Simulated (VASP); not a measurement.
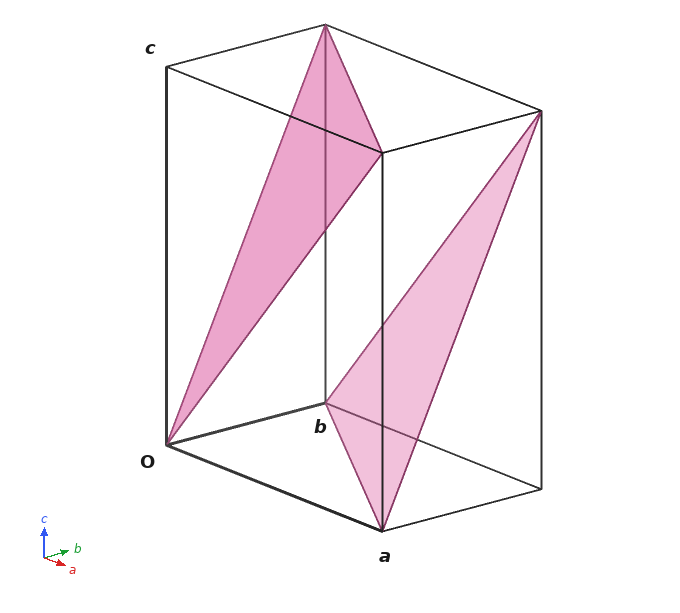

Every member of one family of equally spaced planes, hx + ky + lz = a whole number, that cuts the unit cell is shaded (one member passes through the origin O). Crystal: HfO₂, a cell listed in the Materials Project, as set up for an electronic-structure calculation. All values are computed from the atomic coordinates in the standard setting (tolerance 0.002 Å).

a = 5.556 Å, b = 3.334 Å, c = 6.505 Å, α = 90.00°, β = 90.00°, γ = 90.00°.

> Which (hkl) family is drawn?

(1 1 −1); the opposite sign names the same planes. The member next to the origin meets the axes a at 1, b at 1, c at −1.

> What is the spacing?

d = 2.617 Å.

> The space group is Pnma, No. 62. How many reflections hkl are equivalent to this one (itself included), and does it occur?

8 reflections are equivalent in the Laue class mmm. The space group allows the reflection.
